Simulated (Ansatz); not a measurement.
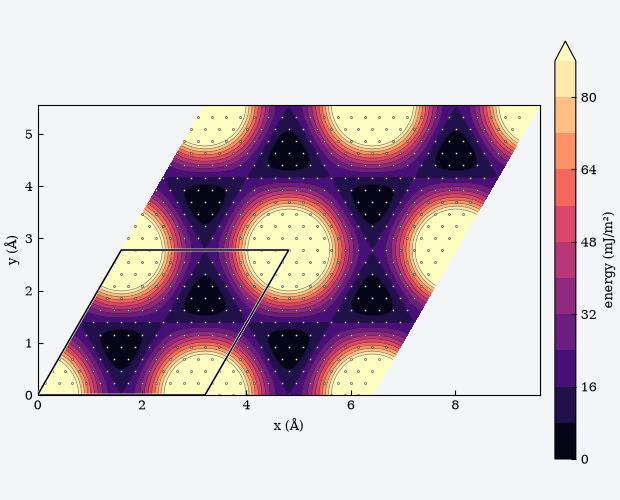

WSe2 (P-6m2, No. 187; 6 atoms in the cell). Gamma surface: rigid slide across a plane, one fault a cell; the plane is (0 0 1) of the conventional cell, and the faces at the cut hold Se and Se. Places are given modulo a cell vector. The map is drawn in real space over the plane of the slide. Nothing is relaxed (rigid halves, spacing across the cut fixed). The scan uses a 12 × 12 grid; 19 points were computed and 125 follow by symmetry. All energies are given in mJ/m² relative to the lowest grid point. The calculation used DFT LDA+D3(BJ), scalar-relativistic, plane waves, PAW (Ansatz). Settings: cutoff 420 eV, k-mesh 10×10×2 in the order of the run's cell vectors, gaussian smearing 0.05 eV, no spin polarisation.

The picture shows filled contours, dots at the grid points, the outline of one cell of the 2 × 2 shown, one colour for all values above the top of the scale. Between grid points the surface is interpolated.

The lowest grid point is at (4/12, 4/12) of the cell vectors; the map holds 2 wells of about this depth. The reference structure, at (0/12, 0/12) of the cell vectors, is a maximum of this map. The highest grid point, (0/12, 0/12) of the cell vectors, lies 160 mJ/m² above the lowest. On the interpolated surface the easiest way out of the lowest well to a well of about the same depth near (8/12, 8/12) of the cell vectors passes a barrier of about 16 mJ/m². The gap on the k-mesh is 1.2 eV at the lowest point and runs from 1.1 to 1.2 eV over the map.

The level of theory is changed to DFT PBE+D3(BJ), scalar-relativistic, plane waves, PAW in Ansatz 0.2.0; with it change k-mesh 9×9×2 (before 10×10×2), the cell, relaxed at the new level (first cell vector 3.279 Å, before 3.207 Å), the gap across the cut 3.63 Å (before 3.40 Å).

Q: What will the new map look like?

A: The lowest place stays at (4/12, 4/12) of the cell vectors. The span from the lowest to the highest grid point shrinks from 160 to 80 mJ/m². The easiest pass out of the lowest well goes from about 16 to about 8.3 mJ/m² on the interpolated surfaces. In the new map: the gap on the k-mesh is 1.4 eV at the lowest point and runs from 1.3 to 1.4 eV over the map.

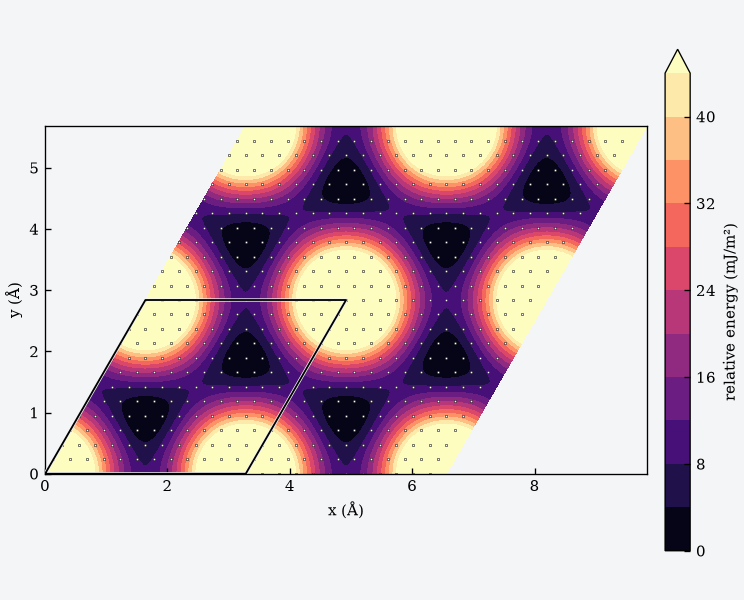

The map after the change, on a colour scale of its own. In the figure: filled contours, dots at the grid points, the outline of one cell of the 2 × 2 shown, one colour for all values above the top of the scale. Between grid points the surface is interpolated.

PAW datasets: the set soft_1.
